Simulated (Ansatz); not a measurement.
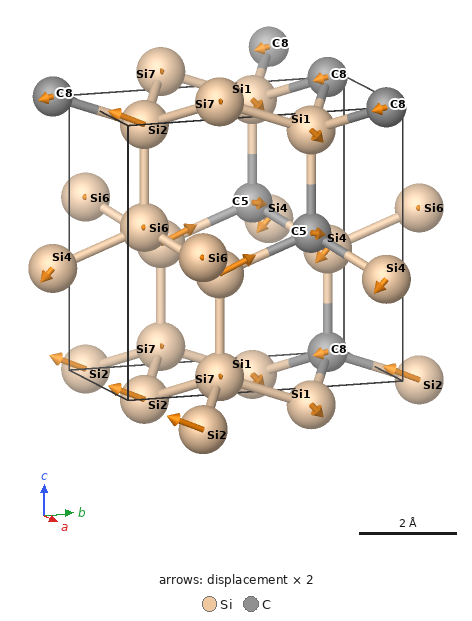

A relaxation of solid Si3C (set up in Pmn2_1). The starting structure is drawn; orange arrows show the displacements (the part carried along by the change of the cell is left out), magnified 2 times.

The picture is a ball-and-stick view of the cell of the calculation, reduced to other axes, seen slightly off an axis. Lengths and directions refer to the drawn axes.

Case: 2 of 8 Si sites taken by C, cell and atoms relaxed.

Theory: DFT PBE, scalar-relativistic, plane waves, PAW in Ansatz.

Input file:
```yaml
crystal:
  lattice:
    - [-1.7581805514, -3.045258044, 0.0]
    - [0.0, 0.0, -5.818868287]
    - [5.2745416544, -3.045258044, 0.0]
  atoms:
    - { symbol: Si, position: [0.0, 0.9371211786, 0.3333333333] }
    - { symbol: Si, position: [0.5, 0.9371211786, 0.8333333333] }
    - { symbol: Si, position: [0.0, 0.4371211786, 0.6666666667] }
    - { symbol: Si, position: [0.5, 0.4371211786, 0.1666666667] }
    - { symbol: C, position: [0.0, 0.5628788214, 0.3333333333] }
    - { symbol: Si, position: [0.5, 0.5628788214, 0.8333333333] }
    - { symbol: Si, position: [0.0, 0.0628788214, 0.6666666667] }
    - { symbol: C, position: [0.5, 0.0628788214, 0.1666666667] }
basis:
  ecutwfc: 420
kpoints:
  mp_grid: { grid: [12, 8, 8] }
hamiltonian:
  xc: pbe
scf:
  occupations: { method: gaussian, width: 0.01 }
output:
  forces: true
  stress: true
  eigenvalues: true
relax:
  adjacent_minimum: "off"
  f_tol: 0.015
  max_steps: 60
  cell: { stress_tol: 0.15 }
```

Launched with:
```bash
ansatz run input.yaml --threads 1 --pin off --max-ram 2560MiB --backend cpu --events-out ev --progress --plain --runs-dir out
```

**What happened in the run?**

After 4 accepted moves (6 points after the start) the energy has fallen by 360 meV per atom. The largest force component goes from 3.8 to 0.013 eV/Å. The pressure goes from 3.29 to −0.05 GPa. The line search rejected the trial step at point 4 of the run. The SCF was repeated once at an unchanged geometry on a basis and grid sized afresh for the cell, which shifted the energy by 0.2 meV per atom at most. The largest moves relative to the cell, 0.44 Å, are those of Si2 and Si3. Si2 goes along [0 −2 1]. By element the largest moves are Si 0.44 Å, C 0.17 Å. The volume changes by −6.8 %, with a 3.516 → 3.320 Å (−5.6 %), b 6.091 → 6.288 Å (+3.2 %), c 5.819 → 5.566 Å (−4.3 %). Among the contacts that change: Si1–Si3 3.548 → 3.068 Å, Si1–Si2 3.516 → 3.099 Å, Si2–C8 2.158 → 1.921 Å, Si1–C5 2.178 → 1.970 Å. Among the angles between lasting bonds that change: Si7–Si2–Si7 109.1° → 92.6°, Si7–Si2–C8 109.1° → 124.8°, Si6–Si2–Si7 109.8° → 97.1°. The space group stays Pmn2_1 (No. 31).
